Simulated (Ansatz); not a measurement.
**Lead, fcc under r²SCAN: testing the Fermi-Dirac smearing**

How small must the Fermi-Dirac smearing width be for energy and pressure to settle? The geometry was relaxed under r²SCAN beforehand and stays fixed; 6 values are run, from 0.01 to 1.0 eV. Wanted are the values from which on the energy stays within 10 and 1 meV/atom, and the pressure within 0.5 GPa, of the narrowest run. Within the series other settings stay, but some runs also write fields, which adds to their time. Spin polarisation is left out.

Computed with Ansatz 0.2.0 (DFT r²SCAN, plane waves with PAW, scalar-relativistic, unless a step says otherwise).

### 1 The starting structure

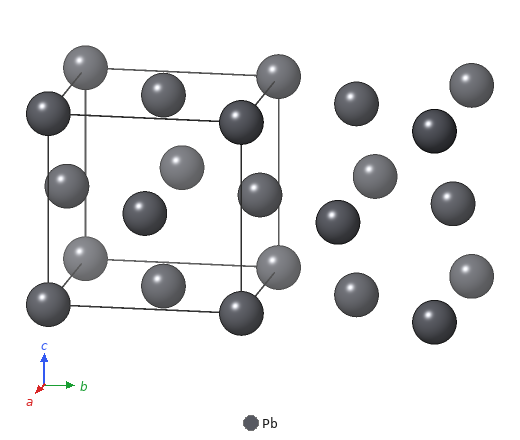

Start, viewed slightly off an axis; lead dark grey. 1×2×1 conventional cells are drawn; the run uses a primitive one. Any atoms on the faces are drawn again on the opposite ones.

Structure file:

```cif
data_structure
_symmetry_space_group_name_H-M 'P 1'
_symmetry_Int_Tables_number 1
_cell_length_a 3.5280
_cell_length_b 3.5280
_cell_length_c 3.5280
_cell_angle_alpha 60.000
_cell_angle_beta 60.000
_cell_angle_gamma 60.000
_cell_volume 31.05
loop_
_atom_site_label
_atom_site_type_symbol
_atom_site_fract_x
_atom_site_fract_y
_atom_site_fract_z
_atom_site_occupancy
Pb1 Pb 0.00000 0.00000 0.00000 1
```

### 2 Run at 0.01 eV

The run at 0.01 eV.

The input, input.yaml:

```yaml
crystal:
  lattice:
    - [0.0, 2.4946408835, 2.4946408835]
    - [2.4946408835, 0.0, 2.4946408835]
    - [2.4946408835, 2.4946408835, 0.0]
  atoms:
    - { symbol: Pb, position: [0.0, 0.0, 0.0] }
hamiltonian:
  xc: r2scan
  pseudopotentials:
    kind: paw
    azcp:
      Pb: "pseudopotentials/Pb.paw.azcp"
basis:
  ecutwfc: 500
  fft_grid_basis: typed
kpoints:
  mp_grid: { grid: [11, 11, 11], shift: [0, 0, 0] }
magnetization:
  spin_polarized: false
scf:
  occupations: { method: fermi_dirac, width: 0.01 }
  lower_state_search: "off"
output:
  stress: true
  write_density: true
  write_potential: true
  elf: true
  volumetric_format: npy
```

The run is started by

```console
$ ansatz run input.yaml --threads 2 --pin off --max-ram 5120MiB --backend cpu --events-out ev --progress --plain --runs-dir out
```

Standard output (excerpt; [...] marks lines left out):

```text
Warning: RAYON_NUM_THREADS=2 ignored (pool sized by the plan → 2); use --threads N
[...]
Pseudopotentials: kind: paw
Pseudopotential: Pb, paw, valence charge 14, recommended cutoff 500 eV (meta_gga), <dir>
Functional definition: r2SCAN
[...]
Crystal: 1 atoms, lattice volume = 31.049 Å³
Basis set: ecut = 500 eV, 749 PW (Γ), exchange–correlation on 108×108×108 points (64 copies of the dense FFT grid, shifted against one another)
Bands: 11, of which v1, the nominal top of the filled ones, is band 7 counted from 1 (6 counted from 0)
Symmetry: 48 space group operations
Space group: Fm-3m (ITA 225), of the structure as read, at distance tolerance 3.1e-5 Å
k-points: 56 of 1331
[...]
SCF iter   1: F=-11920.856759 eV  HF=-11920.860896 eV  |F-HF|=4.14e-3  |Δ(HF+E_count)|=         —  Δρ=6.54e-3  dr2=9.16e-3  dr2_τ=5.67e-4  ethr=1.77e-3  ⟨swp⟩=6.2  Hψ=4307  notcnv=0
[...]
SCF iter   6: F=-11920.860174 eV  HF=-11920.860174 eV  |F-HF|=8.00e-11  |Δ(HF+E_count)|=  8.99e-10  Δρ=3.79e-7  dr2=1.51e-11  dr2_τ=1.74e-12  ethr=1.87e-11  ⟨swp⟩=6.7  Hψ=3727  notcnv=0
[...]
SCF converged after 6 iterations
Free energy (F): -11920.860174 eV
[...]
E sigma→0 (E₀):  -11920.860081 eV
Entropy (-TS):   -0.000186 eV (-0.186 meV/atom)
Fermi energy:    10.605330 eV
[...]
--- Stress (GPa, compression-positive) ---
       -0.004377      -0.000000       0.000000
        0.000000      -0.004377       0.000000
        0.000000       0.000000      -0.004377
  P = ⅓ Tr σ = -0.0044 GPa (-0.044 kbar)
--- Band table (eV; the first three rows and the last of 56) ---
  k-point 0: bands = ["-7.2038", "-7.2038", "-7.2038", "-7.0677", "-7.0677", "-1.5746", "18.0922", "18.0922", "18.0922", "20.8824", "22.5516"]
[...]
```

Wall time 2.3 s (2 threads of Arm Neoverse V1, shared host); peak memory 0.37 GiB.

### 3 Run at 0.03 eV

The run at 0.03 eV.

input.yaml: that of step 2 with these lines changed.

```diff
@@ -21,3 +21,3 @@
 scf:
-  occupations: { method: fermi_dirac, width: 0.01 }
+  occupations: { method: fermi_dirac, width: 0.03 }
   lower_state_search: "off"
@@ -25,5 +25 @@
   stress: true
-  write_density: true
-  write_potential: true
-  elf: true
-  volumetric_format: npy
```

The run is started by

```console
$ ansatz run input.yaml --threads 2 --pin off --max-ram 5120MiB --backend cpu --events-out ev --progress --plain --runs-dir out
```

Standard output (excerpt; [...] marks lines left out):

```text
Warning: RAYON_NUM_THREADS=2 ignored (pool sized by the plan → 2); use --threads N
[...]
[... 3 set-up lines as earlier in the session ...]
[...]
Crystal: 1 atoms, lattice volume = 31.049 Å³
Basis set: ecut = 500 eV, 749 PW (Γ), exchange–correlation on 108×108×108 points (64 copies of the dense FFT grid, shifted against one another)
Bands: 11, of which v1, the nominal top of the filled ones, is band 7 counted from 1 (6 counted from 0)
[... 2 set-up lines as earlier in the session ...]
k-points: 56 of 1331
[...]
SCF iter   1: F=-11920.857242 eV  HF=-11920.861390 eV  |F-HF|=4.15e-3  |Δ(HF+E_count)|=         —  Δρ=6.55e-3  dr2=9.18e-3  dr2_τ=5.68e-4  ethr=1.77e-3  ⟨swp⟩=6.1  Hψ=4252  notcnv=0
[...]
SCF iter   6: F=-11920.860628 eV  HF=-11920.860628 eV  |F-HF|=6.55e-11  |Δ(HF+E_count)|=  8.37e-10  Δρ=3.77e-7  dr2=1.55e-11  dr2_τ=1.61e-12  ethr=2.25e-11  ⟨swp⟩=1.6  Hψ=1890  notcnv=0
[...]
SCF converged after 6 iterations
Free energy (F): -11920.860628 eV
[...]
E sigma→0 (E₀):  -11920.860190 eV
Entropy (-TS):   -0.000875 eV (-0.875 meV/atom)
Fermi energy:    10.622213 eV
[...]
--- Stress (GPa, compression-positive) ---
       -0.017730      -0.000000       0.000000
        0.000000      -0.017730      -0.000000
       -0.000000      -0.000000      -0.017730
  P = ⅓ Tr σ = -0.0177 GPa (-0.177 kbar)
```

It took 1.8 s on 2 threads of Arm Neoverse V1, shared host; peak memory 0.36 GiB.

### 4 Run at 0.2 eV

The run at 0.2 eV.

input.yaml: that of step 3 with these lines changed.

```diff
@@ -21,3 +21,3 @@
 scf:
-  occupations: { method: fermi_dirac, width: 0.03 }
+  occupations: { method: fermi_dirac, width: 0.2 }
   lower_state_search: "off"
```

The run is started by

```console
$ ansatz run input.yaml --threads 2 --pin off --max-ram 5120MiB --backend cpu --events-out ev --progress --plain --runs-dir out
```

Standard output (excerpt; [...] marks lines left out):

```text
Warning: RAYON_NUM_THREADS=2 ignored (pool sized by the plan → 2); use --threads N
[...]
[... 3 set-up lines as earlier in the session ...]
[...]
Crystal: 1 atoms, lattice volume = 31.049 Å³
Basis set: ecut = 500 eV, 749 PW (Γ), exchange–correlation on 108×108×108 points (64 copies of the dense FFT grid, shifted against one another)
Bands: 11, of which v1, the nominal top of the filled ones, is band 7 counted from 1 (6 counted from 0)
[... 2 set-up lines as earlier in the session ...]
k-points: 56 of 1331
[...]
SCF iter   1: F=-11920.885664 eV  HF=-11920.889878 eV  |F-HF|=4.21e-3  |Δ(HF+E_count)|=         —  Δρ=6.55e-3  dr2=9.28e-3  dr2_τ=5.73e-4  ethr=1.77e-3  ⟨swp⟩=5.6  Hψ=4033  notcnv=0
[...]
SCF iter   6: F=-11920.889139 eV  HF=-11920.889139 eV  |F-HF|=3.49e-10  |Δ(HF+E_count)|=   8.16e-8  Δρ=3.68e-6  dr2=4.57e-9  dr2_τ=1.15e-10  ethr=7.14e-10  ⟨swp⟩=4.3  Hψ=1862  notcnv=0
[...]
SCF converged after 6 iterations
Free energy (F): -11920.889139 eV
[...]
E sigma→0 (E₀):  -11920.856805 eV
Entropy (-TS):   -0.064668 eV (-64.668 meV/atom)
Fermi energy:    10.597453 eV
[...]
--- Stress (GPa, compression-positive) ---
        0.189439       0.000000      -0.000000
        0.000000       0.189439      -0.000000
       -0.000000      -0.000000       0.189439
  P = ⅓ Tr σ = 0.1894 GPa (1.894 kbar)
```

It took 1.8 s on 2 threads of Arm Neoverse V1, shared host; peak memory 0.36 GiB.

### 5 Run at 0.3 eV

The run at 0.3 eV.

input.yaml: that of step 4 with these lines changed.

```diff
@@ -21,3 +21,3 @@
 scf:
-  occupations: { method: fermi_dirac, width: 0.2 }
+  occupations: { method: fermi_dirac, width: 0.3 }
   lower_state_search: "off"
@@ -25 +25,5 @@
   stress: true
+  write_density: true
+  write_potential: true
+  elf: true
+  volumetric_format: npy
```

The run is started by

```console
$ ansatz run input.yaml --threads 2 --pin off --max-ram 5120MiB --backend cpu --events-out ev --progress --plain --runs-dir out
```

Standard output (excerpt; [...] marks lines left out):

```text
Warning: RAYON_NUM_THREADS=2 ignored (pool sized by the plan → 2); use --threads N
band count auto-derived: 12 (N_el = 14.0; filled up to band 7; 11 by the electrons, moments and atoms)
[...]
[... 3 set-up lines as earlier in the session ...]
[...]
Crystal: 1 atoms, lattice volume = 31.049 Å³
Basis set: ecut = 500 eV, 749 PW (Γ), exchange–correlation on 108×108×108 points (64 copies of the dense FFT grid, shifted against one another)
Bands: 12, of which v1, the nominal top of the filled ones, is band 7 counted from 1 (6 counted from 0)
[... 2 set-up lines as earlier in the session ...]
k-points: 56 of 1331
[...]
SCF iter   1: F=-11920.926864 eV  HF=-11920.930996 eV  |F-HF|=4.13e-3  |Δ(HF+E_count)|=         —  Δρ=6.49e-3  dr2=9.21e-3  dr2_τ=5.75e-4  ethr=1.77e-3  ⟨swp⟩=5.8  Hψ=4191  notcnv=0
[...]
SCF iter   6: F=-11920.930393 eV  HF=-11920.930393 eV  |F-HF|=1.14e-9  |Δ(HF+E_count)|=   1.80e-7  Δρ=3.48e-6  dr2=3.10e-9  dr2_τ=6.62e-11  ethr=7.14e-10  ⟨swp⟩=10.2  Hψ=4606  notcnv=0
[...]
SCF converged after 6 iterations
Free energy (F): -11920.930393 eV
[...]
E sigma→0 (E₀):  -11920.855209 eV
Entropy (-TS):   -0.150368 eV (-150.368 meV/atom)
Fermi energy:    10.589705 eV
[...]
--- Stress (GPa, compression-positive) ---
        0.401643       0.000000       0.000000
        0.000000       0.401643       0.000000
        0.000000       0.000000       0.401643
  P = ⅓ Tr σ = 0.4016 GPa (4.016 kbar)
--- Band table (eV; the first three rows and the last of 56) ---
  k-point 0: bands = ["-7.2005", "-7.2005", "-7.2005", "-7.0642", "-7.0642", "-1.5711", "18.0896", "18.0896", "18.0896", "20.8860", "22.5514", "23.4724"]
[...]
```

It took 2.4 s on 2 threads of Arm Neoverse V1, shared host; peak memory 0.37 GiB.

### 6 Run at 0.6 eV

The run at 0.6 eV.

input.yaml: that of step 5 with these lines changed.

```diff
@@ -21,3 +21,3 @@
 scf:
-  occupations: { method: fermi_dirac, width: 0.3 }
+  occupations: { method: fermi_dirac, width: 0.6 }
   lower_state_search: "off"
@@ -25,5 +25 @@
   stress: true
-  write_density: true
-  write_potential: true
-  elf: true
-  volumetric_format: npy
```

The run is started by

```console
$ ansatz run input.yaml --threads 2 --pin off --max-ram 5120MiB --backend cpu --events-out ev --progress --plain --runs-dir out
```

Standard output (excerpt; [...] marks lines left out):

```text
Warning: RAYON_NUM_THREADS=2 ignored (pool sized by the plan → 2); use --threads N
band count auto-derived: 13 (N_el = 14.0; filled up to band 7; 11 by the electrons, moments and atoms)
[...]
[... 3 set-up lines as earlier in the session ...]
[...]
Crystal: 1 atoms, lattice volume = 31.049 Å³
Basis set: ecut = 500 eV, 749 PW (Γ), exchange–correlation on 108×108×108 points (64 copies of the dense FFT grid, shifted against one another)
Bands: 13, of which v1, the nominal top of the filled ones, is band 7 counted from 1 (6 counted from 0)
[... 2 set-up lines as earlier in the session ...]
k-points: 56 of 1331
[...]
SCF iter   1: F=-11921.159595 eV  HF=-11921.163090 eV  |F-HF|=3.50e-3  |Δ(HF+E_count)|=         —  Δρ=6.68e-3  dr2=9.89e-3  dr2_τ=6.36e-4  ethr=1.77e-3  ⟨swp⟩=5.7  Hψ=4348  notcnv=0
[...]
SCF iter   6: F=-11921.163436 eV  HF=-11921.163436 eV  |F-HF|=1.10e-9  |Δ(HF+E_count)|=   3.93e-7  Δρ=3.51e-6  dr2=2.22e-9  dr2_τ=5.17e-11  ethr=7.14e-10  ⟨swp⟩=4.8  Hψ=2164  notcnv=0
[...]
SCF converged after 6 iterations
Free energy (F): -11921.163436 eV
[...]
E sigma→0 (E₀):  -11920.845302 eV
Entropy (-TS):   -0.636268 eV (-636.268 meV/atom)
Fermi energy:    10.558626 eV
[...]
--- Stress (GPa, compression-positive) ---
        1.461524       0.000000       0.000000
        0.000000       1.461524      -0.000000
       -0.000000       0.000000       1.461524
  P = ⅓ Tr σ = 1.4615 GPa (14.615 kbar)
```

Run time: 2 s. Hardware: 2 threads of Arm Neoverse V1, shared host; peak memory 0.37 GiB.

### 7 Run at 1.0 eV

The run at 1.0 eV.

input.yaml: that of step 6 with these lines changed.

```diff
@@ -21,3 +21,3 @@
 scf:
-  occupations: { method: fermi_dirac, width: 0.6 }
+  occupations: { method: fermi_dirac, width: 1.0 }
   lower_state_search: "off"
@@ -25 +25,5 @@
   stress: true
+  write_density: true
+  write_potential: true
+  elf: true
+  volumetric_format: npy
```

The run is started by

```console
$ ansatz run input.yaml --threads 2 --pin off --max-ram 5120MiB --backend cpu --events-out ev --progress --plain --runs-dir out
```

Standard output (excerpt; [...] marks lines left out):

```text
Warning: RAYON_NUM_THREADS=2 ignored (pool sized by the plan → 2); use --threads N
band count auto-derived: 15 (N_el = 14.0; filled up to band 7; 11 by the electrons, moments and atoms)
[...]
[... 3 set-up lines as earlier in the session ...]
[...]
Crystal: 1 atoms, lattice volume = 31.049 Å³
Basis set: ecut = 500 eV, 749 PW (Γ), exchange–correlation on 108×108×108 points (64 copies of the dense FFT grid, shifted against one another)
Bands: 15, of which v1, the nominal top of the filled ones, is band 7 counted from 1 (6 counted from 0)
[... 2 set-up lines as earlier in the session ...]
k-points: 56 of 1331
[...]
SCF iter   1: F=-11921.731970 eV  HF=-11921.732646 eV  |F-HF|=6.75e-4  |Δ(HF+E_count)|=         —  Δρ=7.18e-3  dr2=1.18e-2  dr2_τ=8.14e-4  ethr=1.77e-3  ⟨swp⟩=5.6  Hψ=4777  notcnv=0
[...]
SCF iter   6: F=-11921.736764 eV  HF=-11921.736764 eV  |F-HF|=2.95e-10  |Δ(HF+E_count)|=   8.37e-7  Δρ=3.82e-6  dr2=3.20e-9  dr2_τ=1.57e-10  ethr=7.14e-10  ⟨swp⟩=11.1  Hψ=6100  notcnv=0
[...]
SCF converged after 6 iterations
Free energy (F): -11921.736764 eV
[...]
E sigma→0 (E₀):  -11920.841914 eV
Entropy (-TS):   -1.789698 eV (-1789.698 meV/atom)
Fermi energy:    10.496940 eV
[...]
--- Stress (GPa, compression-positive) ---
        4.036635       0.000000      -0.000000
       -0.000000       4.036635      -0.000000
        0.000000      -0.000000       4.036635
  P = ⅓ Tr σ = 4.0366 GPa (40.366 kbar)
--- Band table (eV; the first three rows and the last of 56) ---
  k-point 0: bands = ["-7.1750", "-7.1750", "-7.1750", "-7.0373", "-7.0373", "-1.5391", "18.0653", "18.0653", "18.0653", "20.9451", "22.5634", "23.4603", "23.4603", "23.4603", "25.8860"]
[...]
```

Run time: 2.9 s. Hardware: 2 threads of Arm Neoverse V1, shared host; peak memory 0.37 GiB.

### 8 Convergence table

Differences are taken from the run at 0.01 eV.

```csv
smearing (eV),F (meV/atom),E(σ → 0) (meV/atom),P (GPa),SCF cycles,CPU time
0.01,0.00,0.00,0.00,6,4.3 s
0.03,-0.45,-0.11,-0.02,6,3.2 s
0.2,-28.97,3.28,0.19,6,3.3 s
0.3,-70.22,4.87,0.40,6,4.5 s
0.6,-303.26,14.78,1.46,6,3.7 s
1.0,-876.59,18.17,4.04,6,5.5 s
```

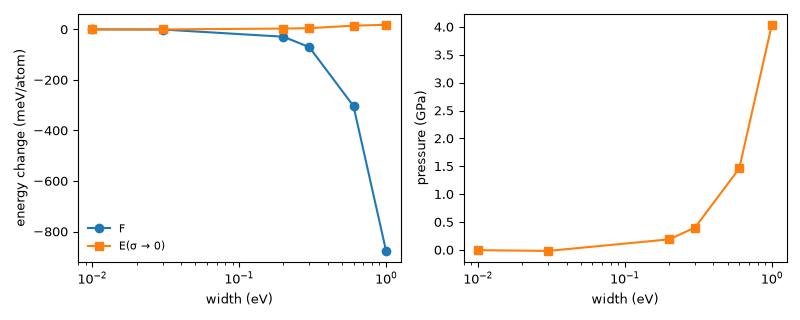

Energy and pressure against the Fermi-Dirac smearing width.

### 9 Summary of results

```
                                           quantity                       value
       E(σ → 0) stays within 10 meV/atom of 0.01 eV                up to 0.3 eV
                   E(σ → 0) stays within 1 meV/atom               up to 0.03 eV
                      pressure stays within 0.5 GPa                up to 0.3 eV
                                pressure at 0.01 eV                    0.00 GPa
energy of a separate run on a finer mesh (18×18×18)  +6.0 meV/atom from 0.01 eV
```

What this shows: The far end, 1.0 eV, lies +18.2 meV/atom and +4.0 GPa from the yardstick. The free energy F moves by -876.6 meV/atom over the range, and the estimate for σ → 0 by +18.2. In theory F falls as the square of the width under this scheme, but here the ratio is not steady: the mesh at narrow widths, or a density of states that varies over the wide ones, can both cause that. The mesh (11×11×11) is fixed, so the narrowest widths carry a k-point error of their own. The yardstick itself is unsettled by 6.0 meV/atom against the finer mesh, so the thresholds above hold only within this series, and wider smearing, which averages over more states, can land nearer the fine-mesh value than the narrowest does.
